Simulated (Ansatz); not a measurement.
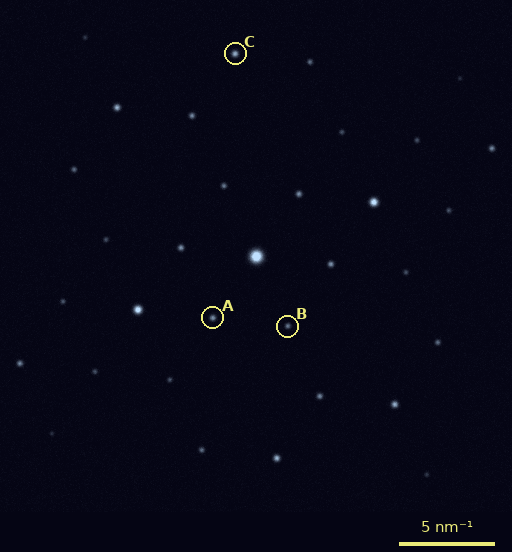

Computed electron diffraction pattern, 300 kV, single scattering only, B = 1 Å². The zone axis points towards the electron source and the pattern is seen from the source side.

Crystal: Cu3O2, space group R-3m (No. 166), a = 2.93 Å, c = 20.75 Å (hexagonal axes). Structure: the geometry relaxed with DFT PBE, scalar-relativistic, plane waves, PAW (Ansatz 0.2.0); the starting structure was generated, so it need not be a known form of this composition.

Spot A is indexed -1 1 1 and spot B -1 0 2.

> Give hkl for C.

C = −A − 2B = 3 -1 -5 (d = 0.933 Å).

> Find the zone axis.

The cross product of A and B is parallel to [211]; every spot obeys hu + kv + lw = 0.
